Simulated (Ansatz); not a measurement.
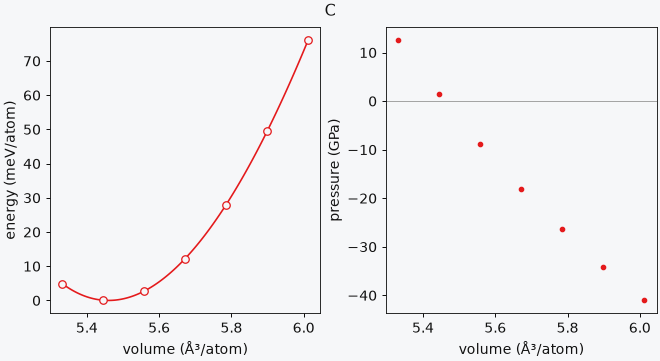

The picture above shows the energy and pressure against volume for C, space group Fd-3m (No. 227).

Cell as given: a = 2.522 Å, b = 2.522 Å, c = 2.522 Å, α = 60.00°, β = 60.00°, γ = 60.00°; 2 atoms.

Calculation (Ansatz 0.2.0): plane-wave DFT, no spin polarisation; energies at scaled volumes of the given cell, shape and fractions fixed, counted from the fit's minimum, third-order Birch-Murnaghan fit. Level: r2SCAN50.

```
       setting        value
        k mesh        7×7×7
   occupations  Fermi–Dirac
smearing width      0.05 eV
    potentials   Ansatz PAW
   wave cutoff       500 eV
density cutoff      2000 eV
```

Give the values behind the plot as a table.

```tsv
volume (Å³/atom)	energy (meV/atom)	pressure (GPa)
5.3315	4.92	12.56
5.4450	0.07	1.41
5.5584	2.72	-8.75
5.6718	12.25	-17.99
5.7853	28.00	-26.40
5.8987	49.46	-34.07
6.0122	76.10	-41.04
```

Limits of the calculation: coarse k mesh.
